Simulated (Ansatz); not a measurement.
**As: geometry relaxation (part 1 of 2)**

As (5 atoms in the cell), computed with DFT PBE, scalar-relativistic, plane waves, PAW, no spin polarisation (Ansatz 0.2.0).

The structure was made by a generator, so it may or may not be a known phase. Figures and captions count atoms from 1; the log counts them from 0 in places.

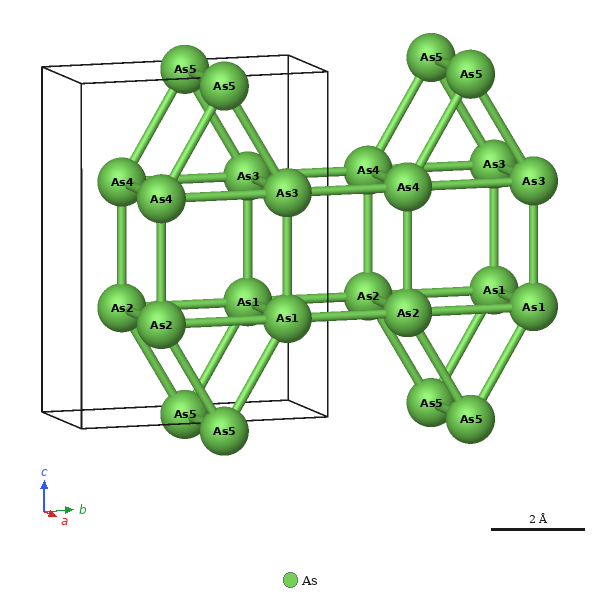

Fig. 1: The starting structure (ball-and-stick view of the cell of the calculation, repeated 2 × 2 × 1, seen slightly off an axis; atoms are numbered from 1 in the order of the input).

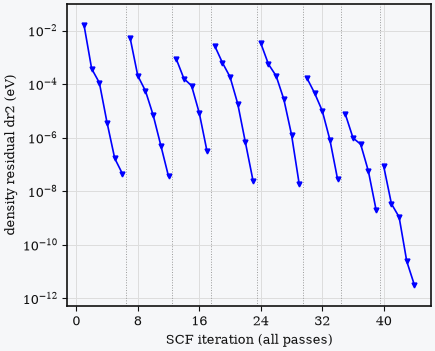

Fig. 2: Convergence of the self-consistent field: density residual dr2 against the SCF iteration. The dotted lines part the SCF passes of the relaxation: geometry steps, rejected trials and re-solves on a re-selected basis. The 8 passes take 5 to 6 iterations each, 44 in all.

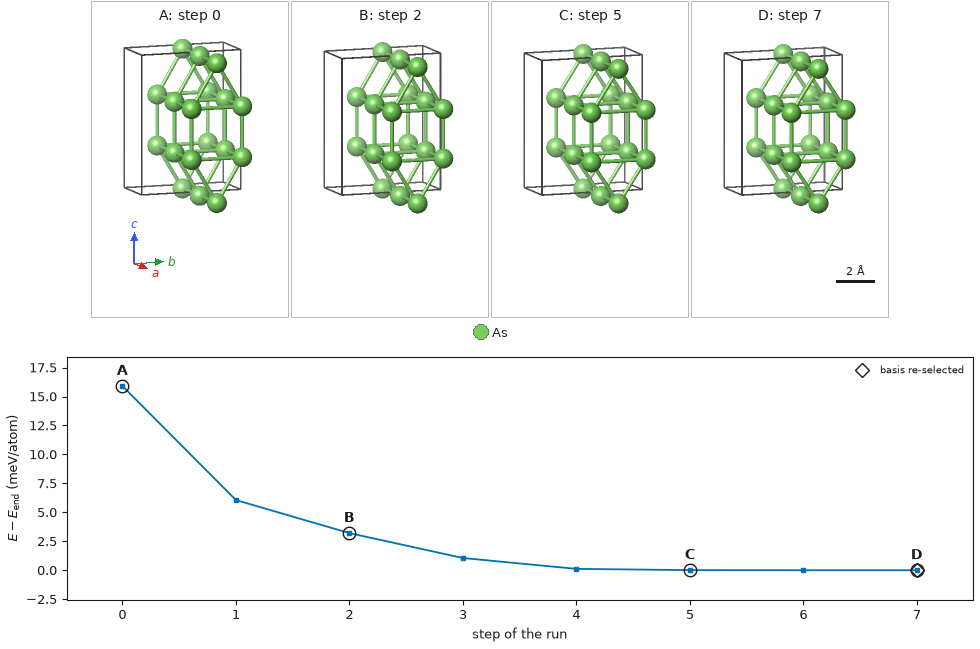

Fig. 3: Frames of the relaxation (ball-and-stick view of the cell of the calculation, repeated 3 × 1 × 1, seen slightly off an axis) above the curves, on which the letters mark them (the first geometry is step 0 here and step 1 in the log).

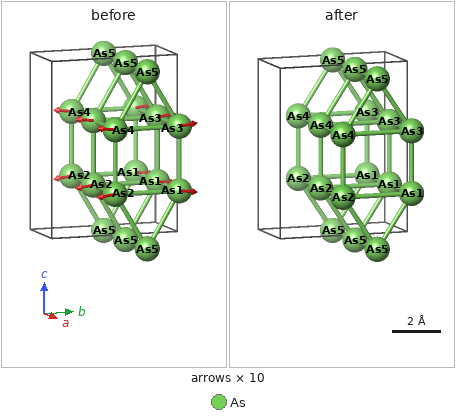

Fig. 4: Before (left) and after (right) the relaxation, at one scale (ball-and-stick view of the cell of the calculation, repeated 3 × 1 × 1, seen slightly off an axis). The red arrows give the displacements (without the part carried along by the change of the cell), magnified 10 times. The largest moves relative to the cell, 0.084 Å, are those of As1, As2, As3 and As4. Cell: a 2.668 → 2.731 Å (+2.4 %), b 5.605 → 5.669 Å (+1.1 %), c 7.522 → 7.244 Å (−3.7 %). Volume −0.3 %. Among the contacts that change: As1–As2 2.866 → 3.065 Å, As1–As3 2.741 → 2.661 Å, As1–As1 2.668 → 2.731 Å, As1–As5 2.787 → 2.757 Å. Among the angles that change: As1–As5–As3 118.1° → 112.5°, As1–As5–As2 61.9° → 67.5°, As2–As1–As5 59.1° → 56.2°. The space group stays Pmmm (No. 47). After 6 geometry steps the energy has fallen by 15.9 meV per atom. Largest force component: 0.14 eV/Å at the start, 0.0011 eV/Å at the end. Pressure: −0.51 GPa at the start and 0.00 GPa at the end. A last SCF at the same geometry on a re-selected plane-wave basis shifts the energy by next to nothing (0.0 meV per atom). (Atoms are counted from 1 in the order of the input.)

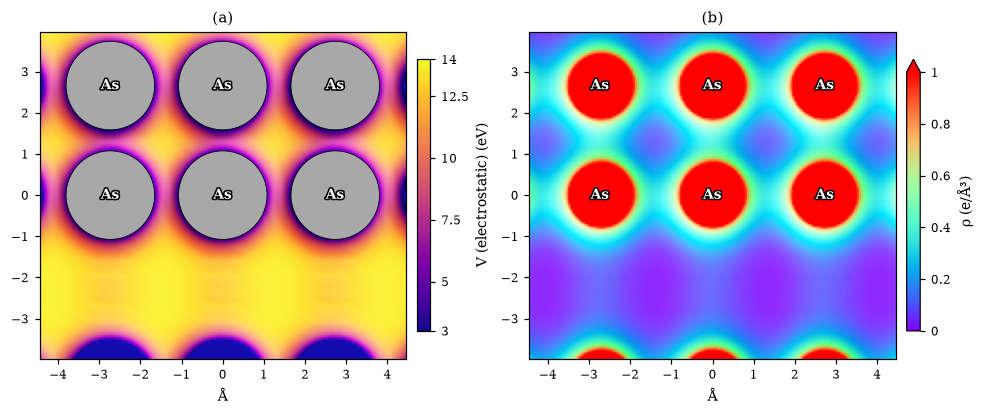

Fig. 5: (a) electrostatic potential (local pseudopotential plus Hartree) felt by an electron; (b) valence electron density on the (010) plane of the conventional cell. Grey discs, where drawn, cover atomic cores. The section cuts through As sites. As–As (2.66 Å): ρ is about 0.38 e/Å³ halfway. As–As (2.73 Å): ρ is about 0.34 e/Å³ halfway. Away from the nuclei the density in this plane falls to 0.04 e/Å³ at its lowest. Outside the cores the potential energy rises away from the atoms and is highest about 2.0 Å from the nearest atoms; outside the discs it spans about 10 eV, and its zero is arbitrary. In a PAW calculation such maps are meaningful between the atoms, not at the nuclei.

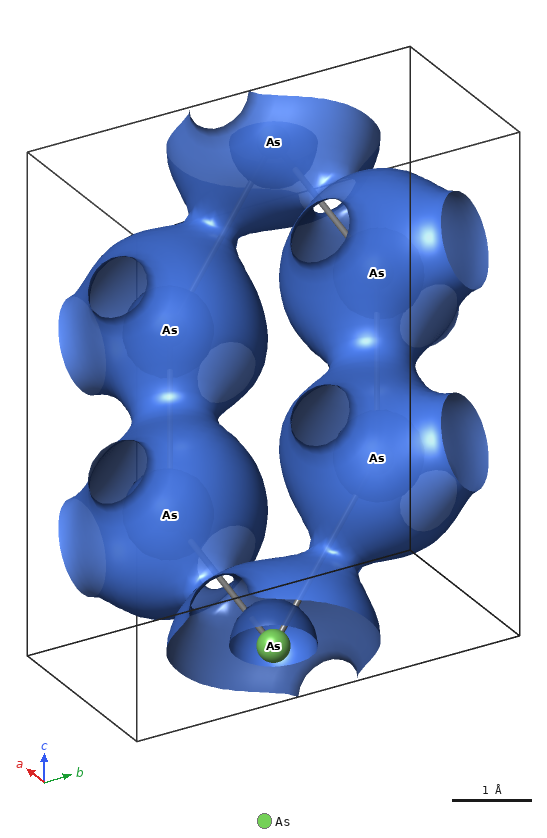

Fig. 6: Isosurface of the electron localisation function at 0.5 (blue), seen at an oblique angle. Only the valence region is drawn (cores and ρ < 0.01 e/Å³ removed). Sticks mark near contacts. The outline is the cell set on symmetry axes. Along the contacts the grid gives the following. As–As (2.60 Å): the ELF peaks at about 0.70 between the atoms. As–As (2.66 Å): the ELF peaks at about 0.65 between the atoms.

These pictures come from the run below.

Input:
```yaml
crystal:
  lattice:
    - [2.667593455, 0.0, 0.0]
    - [0.0, 5.6047332665, 0.0]
    - [0.0, 0.0, 7.5221519776]
  atoms:
    - { symbol: As, position: [0.5, 0.7556896735, 0.3177904188] }
    - { symbol: As, position: [0.5, 0.2443103265, 0.3177904188] }
    - { symbol: As, position: [0.5, 0.7556896735, 0.6822095812] }
    - { symbol: As, position: [0.5, 0.2443103265, 0.6822095812] }
    - { symbol: As, position: [0.5, 0.5, 0.0] }
basis:
  ecutwfc: 420
kpoints:
  mp_grid: { grid: [14, 8, 6] }
hamiltonian:
  xc: pbe
scf:
  occupations: { method: gaussian, width: 0.1 }
output:
  forces: true
  stress: true
  eigenvalues: true
  write_density: true
  write_potential: true
  elf: true
  volumetric_format: npy
relax:
  adjacent_minimum: "off"
  f_tol: 0.01
  max_steps: 80
  cell: { stress_tol: 0.05 }
```

Launched with:
```bash
ansatz run input.yaml --threads 1 --pin off --max-ram 2560MiB --backend cpu --events-out ev --progress --plain --runs-dir out
```

What the program printed:
```
Engine: ansatz 0.2.0, aarch64-unknown-linux-gnu
Pseudopotentials: kind: paw
Pseudopotential: As, paw, valence charge 15, recommended cutoff 420 eV (normal), As.paw.azcp
Functional definition: PBE
  parameter kappa = 0.804
  parameter beta = 0.06672455060314922
  exchange = pbe_x(kappa = kappa, mu = beta*pi^2/3)
  correlation = pbe_c(beta = beta)
Crystal: 5 atoms, lattice volume = 112.465 Å³
Basis set: ecut = 420 eV, 2219 PW (Γ), exchange–correlation on 36×80×108 points (8 copies of the dense FFT grid, shifted against one another)
Bands: 45, of which v1, the nominal top of the filled ones, is band 38 counted from 1 (37 counted from 0)
Symmetry: 8 space group operations
Space group: Pmmm (ITA 47), of the structure as read, at distance tolerance 4.8e-5 Å
k-points: 160 of 672
Non-local potential: As, projectors of the file, l = 0: 2, l = 1: 2, l = 2: 3, l = 3: 1
PAW form: soft (Blöchl's): semilocal exchange-correlation on the pseudo side does not see the compensation charge
PAW one-centre angular grid: As, 590 points (default); XC on 64 Gauss nodes
Initial density: superposition of atomic densities (neutral atoms: chi_scale 0, normalization atom), corrected by the library's trained network
Initial wavefunctions: pseudopotential atomic-orbital guess
Functional: x = pbe(κ = 0.804, μ = 0.2195149727645171), c = pbe(β = 0.06672455060314922)
SCF iter   1: F=—  HF=-24279.657739 eV  |F-HF|=—  |Δ(HF+E_count)|=         —  Δρ=1.95e-3  dr2=1.64e-2  ethr=1.77e-3  ⟨swp⟩=6.4  Hψ=26152  notcnv=0  defer=8
preconditioner: auto → LDOS  [metal: Δε(μ)=0.013 eV  Ē_g=9.165 eV  σ=0.100 eV  W_gap=0.08  n_scr=28 (ndim 8)  ℏωp=17.5 eV  f_vac=0.082  D(μ)=2.39/eV (n_scr^D=10)  β→1.0]
SCF iter   2: F=—  HF=-24279.655858 eV  |F-HF|=—  |Δ(HF+E_count)|=   1.88e-3  Δρ=4.35e-4  dr2=3.76e-4  ethr=2.18e-5  ⟨swp⟩=1.9  Hψ=9349  notcnv=0  defer=56
SCF iter   3: F=—  HF=-24279.655867 eV  |F-HF|=—  |Δ(HF+E_count)|=   9.49e-6  Δρ=2.14e-4  dr2=1.13e-4  ethr=5.02e-7  ⟨swp⟩=2.0  Hψ=12930  notcnv=0  defer=56
SCF iter   4: F=—  HF=-24279.655791 eV  |F-HF|=—  |Δ(HF+E_count)|=   7.61e-5  Δρ=5.05e-5  dr2=3.68e-6  ethr=1.50e-7  ⟨swp⟩=2.0  Hψ=12923  notcnv=0  defer=56
SCF iter   5: F=—  HF=-24279.655835 eV  |F-HF|=—  |Δ(HF+E_count)|=   4.40e-5  Δρ=1.68e-5  dr2=1.69e-7  ethr=4.91e-9  ⟨swp⟩=2.0  Hψ=12297  notcnv=0  defer=56
SCF iter   6: F=-24279.655835 eV  HF=-24279.655835 eV  |F-HF|=1.56e-8  |Δ(HF+E_count)|=   1.68e-7  Δρ=6.21e-6  dr2=4.51e-8  ethr=1.33e-10  ⟨swp⟩=12.2  Hψ=47152  notcnv=0
SCF 1 converged in 6 iterations: F = -24279.655835 eV  dr2 = 4.51e-8
  greatest PAW one-centre occupation: 0.999 electrons in one spin orbital (limit 2), on the As atom at site 3 (counted from 0), in its partial waves of l = 2
relax step   1: F+E_penalty+E_count = -24279.65583501 eV  Δ(F+E_penalty+E_count) = +0.000e0 eV  max|allowed force component| = 1.372e-1 eV/Å  Δτ_max = 0.0000 Å  P = -0.506 GPa  Ω = 112.465 Å³  (6 SCF iters, dr2 threshold 1.00e-7 eV, accepted)
Crystal: 5 atoms, lattice volume = 110.021 Å³
Basis set: ecut = 420 eV, 2139 PW (Γ), exchange–correlation on 36×80×108 points (8 copies of the dense FFT grid, shifted against one another)
Initial density: handed on by an earlier stage of this run
Initial wavefunctions: those handed on with the density
iter 1 solved again at ethr=7.15e-6 eV; its pass at ethr=3.10e-3 eV (dr2=5.36e-3 eV) is discarded
SCF iter   1: F=—  HF=-24279.705740 eV  |F-HF|=—  |Δ(HF+E_count)|=         —  Δρ=1.99e-3  dr2=5.37e-3  ethr=7.15e-6  ⟨swp⟩=1.8  Hψ=36770  notcnv=0
preconditioner: auto → LDOS  [metal: Δε(μ)=0.033 eV  Ē_g=9.258 eV  σ=0.100 eV  W_gap=0.18  n_scr=26 (ndim 8)  ℏωp=17.7 eV  f_vac=0.080  D(μ)=2.32/eV (n_scr^D=10)  β→1.0]
SCF iter   2: F=—  HF=-24279.705037 eV  |F-HF|=—  |Δ(HF+E_count)|=   7.04e-4  Δρ=4.48e-4  dr2=2.06e-4  ethr=7.15e-6  ⟨swp⟩=2.0  Hψ=9150  notcnv=0
SCF iter   3: F=—  HF=-24279.705103 eV  |F-HF|=—  |Δ(HF+E_count)|=   6.61e-5  Δρ=1.44e-4  dr2=5.59e-5  ethr=2.75e-7  ⟨swp⟩=2.0  Hψ=13220  notcnv=0
SCF iter   4: F=—  HF=-24279.705080 eV  |F-HF|=—  |Δ(HF+E_count)|=   2.33e-5  Δρ=6.15e-5  dr2=7.00e-6  ethr=7.45e-8  ⟨swp⟩=2.0  Hψ=13214  notcnv=0
SCF iter   5: F=—  HF=-24279.705078 eV  |F-HF|=—  |Δ(HF+E_count)|=   1.88e-6  Δρ=1.68e-5  dr2=5.10e-7  ethr=9.34e-9  ⟨swp⟩=2.0  Hψ=9094  notcnv=0
SCF iter   6: F=-24279.705078 eV  HF=-24279.705078 eV  |F-HF|=2.93e-8  |Δ(HF+E_count)|=   9.41e-8  Δρ=3.48e-6  dr2=3.60e-8  ethr=6.67e-10  ⟨swp⟩=9.9  Hψ=47831  notcnv=0
the search or the solves at the SCF's close seem to have found levels that the self-consistency loop had missed (the run counts 5). By its estimate they hold under 1e-12 electrons; where the run keeps them, the occupations were computed again with them
SCF 2 converged in 6 iterations: F = -24279.705078 eV  dr2 = 3.60e-8
  greatest PAW one-centre occupation: 0.999 electrons in one spin orbital (limit 2), on the As atom at site 4 (counted from 0), in its partial waves of l = 2
relax step   2: F+E_penalty+E_count = -24279.70507758 eV  Δ(F+E_penalty+E_count) = -4.924e-2 eV  max|allowed force component| = 1.172e-1 eV/Å  Δτ_max = 0.0210 Å  P = +0.988 GPa  Ω = 110.021 Å³  energy of the carried Pulay correction = +3.328e-4 eV  (6 SCF iters, dr2 threshold 5.00e-7 eV, accepted)
Crystal: 5 atoms, lattice volume = 111.755 Å³
Basis set: ecut = 420 eV, 2191 PW (Γ), exchange–correlation on 36×80×108 points (8 copies of the dense FFT grid, shifted against one another)
iter 1 solved again at ethr=1.17e-6 eV; its pass at ethr=3.10e-3 eV (dr2=8.78e-4 eV) is discarded
SCF iter   1: F=—  HF=-24279.719287 eV  |F-HF|=—  |Δ(HF+E_count)|=         —  Δρ=9.02e-4  dr2=8.80e-4  ethr=1.17e-6  ⟨swp⟩=2.3  Hψ=36894  notcnv=0
preconditioner: auto → LDOS  [metal: Δε(μ)=0.011 eV  Ē_g=9.159 eV  σ=0.100 eV  W_gap=0.06  n_scr=26 (ndim 8)  ℏωp=17.6 eV  f_vac=0.081  D(μ)=2.32/eV (n_scr^D=10)  β→1.0]
SCF iter   2: F=—  HF=-24279.719359 eV  |F-HF|=—  |Δ(HF+E_count)|=   7.28e-5  Δρ=2.63e-4  dr2=1.61e-4  ethr=1.17e-6  ⟨swp⟩=2.0  Hψ=8832  notcnv=0
SCF iter   3: F=—  HF=-24279.719373 eV  |F-HF|=—  |Δ(HF+E_count)|=   1.38e-5  Δρ=1.52e-4  dr2=8.69e-5  ethr=2.14e-7  ⟨swp⟩=2.0  Hψ=13004  notcnv=0
SCF iter   4: F=—  HF=-24279.719351 eV  |F-HF|=—  |Δ(HF+E_count)|=   2.20e-5  Δρ=4.60e-5  dr2=8.34e-6  ethr=1.16e-7  ⟨swp⟩=2.0  Hψ=8468  notcnv=0
SCF iter   5: F=-24279.719349 eV  HF=-24279.719349 eV  |F-HF|=2.64e-7  |Δ(HF+E_count)|=   2.17e-6  Δρ=8.85e-6  dr2=3.21e-7  ethr=6.67e-10  ⟨swp⟩=7.2  Hψ=52802  notcnv=0
the search or the solves at the SCF's close seem to have found levels that the self-consistency loop had missed (the run counts 1). By its estimate they hold under 1e-12 electrons; where the run keeps them, the occupations were computed again with them
SCF 3 converged in 5 iterations: F = -24279.719349 eV  dr2 = 3.21e-7
relax step   3: F+E_penalty+E_count = -24279.71934881 eV  Δ(F+E_penalty+E_count) = -1.427e-2 eV  max|allowed force component| = 1.101e-1 eV/Å  Δτ_max = 0.0182 Å  P = -0.160 GPa  Ω = 111.755 Å³  energy of the carried Pulay correction = +9.594e-5 eV  (5 SCF iters, dr2 threshold 5.00e-7 eV, accepted)
Crystal: 5 atoms, lattice volume = 111.504 Å³
iter 1 solved again at ethr=3.62e-6 eV; its pass at ethr=3.10e-3 eV (dr2=2.72e-3 eV) is discarded
SCF iter   1: F=—  HF=-24279.730312 eV  |F-HF|=—  |Δ(HF+E_count)|=         —  Δρ=1.55e-3  dr2=2.73e-3  ethr=3.62e-6  ⟨swp⟩=2.1  Hψ=37942  notcnv=0
preconditioner: auto → LDOS  [metal: Δε(μ)=0.022 eV  Ē_g=9.167 eV  σ=0.100 eV  W_gap=0.12  n_scr=26 (ndim 8)  ℏωp=17.6 eV  f_vac=0.076  D(μ)=2.24/eV (n_scr^D=10)  β→1.0]
SCF iter   2: F=—  HF=-24279.730199 eV  |F-HF|=—  |Δ(HF+E_count)|=   1.13e-4  Δρ=4.91e-4  dr2=6.42e-4  ethr=3.62e-6  ⟨swp⟩=2.0  Hψ=9069  notcnv=0
SCF iter   3: F=—  HF=-24279.730150 eV  |F-HF|=—  |Δ(HF+E_count)|=   4.85e-5  Δρ=2.23e-4  dr2=1.87e-4  ethr=8.56e-7  ⟨swp⟩=2.9  Hψ=13209  notcnv=0
SCF iter   4: F=—  HF=-24279.730109 eV  |F-HF|=—  |Δ(HF+E_count)|=   4.16e-5  Δρ=7.06e-5  dr2=1.87e-5  ethr=2.49e-7  ⟨swp⟩=2.0  Hψ=8467  notcnv=0
SCF iter   5: F=—  HF=-24279.730104 eV  |F-HF|=—  |Δ(HF+E_count)|=   4.43e-6  Δρ=1.34e-5  dr2=6.71e-7  ethr=2.49e-8  ⟨swp⟩=2.0  Hψ=8499  notcnv=0
SCF iter   6: F=-24279.730104 eV  HF=-24279.730104 eV  |F-HF|=2.20e-8  |Δ(HF+E_count)|=   1.05e-7  Δρ=2.66e-6  dr2=2.44e-8  ethr=6.67e-10  ⟨swp⟩=10.5  Hψ=54410  notcnv=0
SCF 4 converged in 6 iterations: F = -24279.730104 eV  dr2 = 2.44e-8
relax step   4: F+E_penalty+E_count = -24279.73010412 eV  Δ(F+E_penalty+E_count) = -1.076e-2 eV  max|allowed force component| = 9.848e-2 eV/Å  Δτ_max = 0.0321 Å  P = +0.074 GPa  Ω = 111.504 Å³  energy of the carried Pulay correction = +1.300e-4 eV  (6 SCF iters, dr2 threshold 5.00e-7 eV, accepted)
Crystal: 5 atoms, lattice volume = 112.224 Å³
Basis set: ecut = 420 eV, 2187 PW (Γ), exchange–correlation on 36×80×108 points (8 copies of the dense FFT grid, shifted against one another)
iter 1 solved again at ethr=4.50e-6 eV; its pass at ethr=3.10e-3 eV (dr2=3.37e-3 eV) is discarded
```
